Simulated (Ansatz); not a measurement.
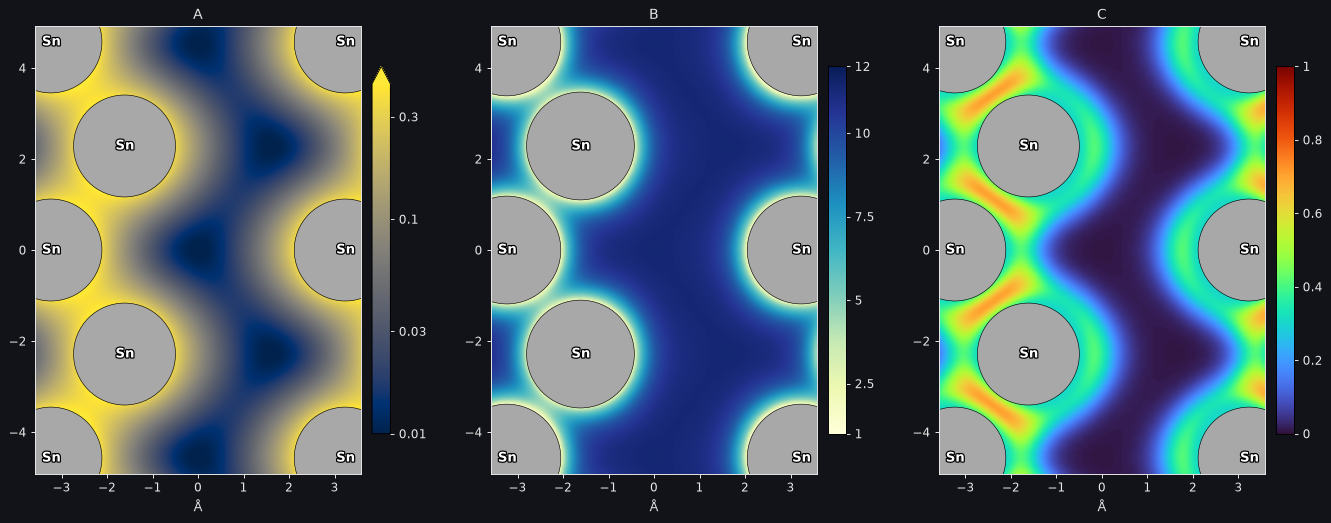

Sn: 3 fields on the (011) plane of the conventional cell, with unlabelled colour scales. Grey discs cover the atomic cores.

Space group Fd-3m.

Theory: Ansatz, Kohn-Sham DFT of a periodic cell, r2SCAN0, Ansatz PAW polarizable.

Q: Match the panels to the quantities (electron localisation function, electrostatic potential energy of an electron and valence pseudo-density).

A: Panel A: valence pseudo-density. Panel B: electrostatic potential energy of an electron (low next to the atoms, rising into the space between them). Panel C: electron localisation function. From the grid: Sn–Sn (2.80 Å): ρ at the midpoint is about 0.39 e/Å³; the ELF peaks at about 0.70 between the atoms.
